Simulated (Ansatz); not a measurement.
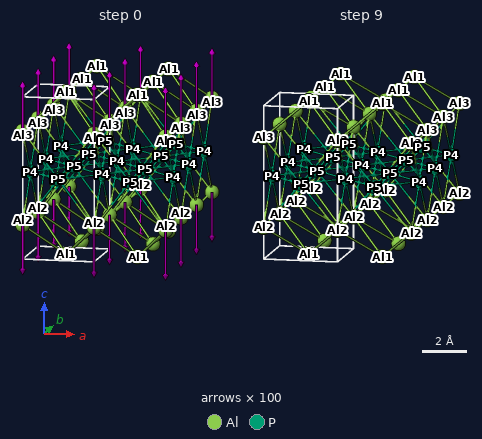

The structure of solid Al₃P₂ (a generated structure, set up in P4/mmm) (coarse preliminary run) before (left) and after (right) a relaxation, at one scale. The purple arrows give the displacements (the part carried along by the change of the cell is left out), magnified 100 times.

The picture is a ball-and-stick view of the cell of the calculation, repeated 2 × 3 × 1 with one cell outlined, seen slightly off an axis.

All numbers below come from DFT PBE, scalar-relativistic, plane waves, PAW in Ansatz 0.2.0.

Input
```yaml
crystal:
  lattice:
    - [3.3426604204, 0.0, 0.0]
    - [0.0, 3.3426604204, 0.0]
    - [0.0, 0.0, 7.5420795238]
  atoms:
    - { symbol: Al, position: [0.5, 0.5, 0.0] }
    - { symbol: Al, position: [0.0, 0.0, 0.2096737912] }
    - { symbol: Al, position: [0.0, 0.0, 0.7903262088] }
    - { symbol: P, position: [0.0, 0.5, 0.5] }
    - { symbol: P, position: [0.5, 0.0, 0.5] }
basis:
  ecutwfc: 420
kpoints:
  mp_grid: { grid: [6, 6, 2] }
hamiltonian:
  xc: pbe
scf:
  occupations: { method: gaussian, width: 0.1 }
  lower_state_search: "off"
output:
  forces: true
  stress: true
  eigenvalues: true
relax:
  adjacent_minimum: "off"
  f_tol: 0.04
  max_steps: 70
  cell: { stress_tol: 0.4 }
```

Command:
```bash
ansatz run input.yaml --threads 1 --pin off --max-ram 2560MiB --backend cpu --events-out ev --progress --plain --runs-dir out
```

> Describe what moved and what it gained.

The energy falls by 84.8 meV per cell of the calculation in 6 accepted moves (9 points after the start). Largest force component: 0.0031 eV/Å at the start, 0.0053 eV/Å at the end. Pressure: 0.46 GPa at the start and 0.00 GPa at the end. The line search rejected the trial steps at points 3, 6 of the run. The SCF was repeated once at an unchanged geometry on a basis and grid sized afresh for the cell, which shifted the energy by 1.2 meV per cell of the calculation at most. The largest moves relative to the cell, 0.024 Å, are those of Al2 and Al3. Al3 goes along +c. P stays in place. The volume changes by +0.9 %, with a = b 3.343 → 3.455 Å (+3.4 %), c 7.542 → 7.126 Å (−5.5 %). Among the contacts that change: Al2–Al3 3.163 → 2.941 Å, P4–P5 2.364 → 2.443 Å, Al2–P4 2.755 → 2.713 Å, Al1–Al2 2.844 → 2.851 Å. The space group stays P4/mmm (No. 123). The run took 18 s on 1 thread of Intel(R) Xeon(R) Platinum 8488C (Sapphire Rapids), with other jobs on the host, peak memory 0.4 GiB.

Limits of the set-up: the k-point mesh is coarse for a cell with partly filled bands.
